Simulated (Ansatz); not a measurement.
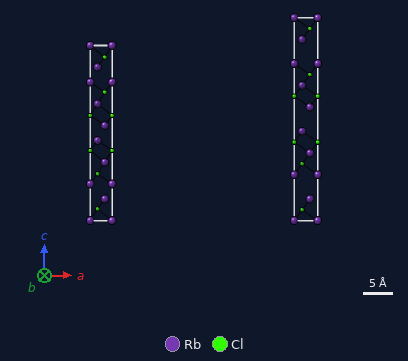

Two geometries of a crystal of Rb₃Cl₂ (built on the tetradymite_166 type) (coarse preliminary run), drawn at one scale. One is the start of a relaxation, the other its converged end. Style: ball-and-stick. Shown: the conventional cell (3 times the calculation's cell), along the b axis. Lengths and directions refer to the drawn axes.

Computed with Ansatz 0.2.0, DFT PBE, scalar-relativistic, plane waves, PAW. (plane-wave cutoff 420 eV; k-point mesh 6 × 6 × 6; occupations gaussian; smearing width 0.1 eV; no spin polarisation; cell and atoms relaxed; force threshold 0.04 eV/Å; at most 70 steps)

Question: Which of the two is the end point?

Answer: The right one is the relaxed one. Case: anti-tetradymite type (R-3m, No. 166). The largest moves relative to the cell, 0.60 Å, are those of Rb atoms. By element the largest moves are Rb 0.60 Å, Cl 0.48 Å. The drawn cell changes as follows: a = b 4.454 → 4.795 Å (+7.7 %), c 30.973 → 35.877 Å (+15.8 %); the volume changes by +34.2 %. Some distances before and after: Cl–Rb 3.122 → 3.372 Å, Cl–Rb 3.298 → 3.366 Å. Among the angles between lasting bonds that change: Cl–Rb–Cl 85.0° → 90.8°, Rb–Cl–Rb 85.0° → 90.8°, Cl–Rb–Cl 95.0° → 89.2°. The space group stays R-3m (No. 166). Over 4 accepted moves (5 points after the start) the energy falls by 1.128 eV per cell of the calculation. Largest force component: 0.58 eV/Å at the start, 0.0099 eV/Å at the end. The pressure goes from 4.26 to 0.00 GPa. At 1 point the geometry stayed and the basis and grid were re-selected for the new cell (energy shift of 3.7 meV per cell of the calculation at most each time). Cost: 54 s on 1 thread of Intel(R) Xeon(R) Platinum 8375C CPU @ 2.90GHz (Ice Lake) (shared host), peak memory 0.59 GiB.
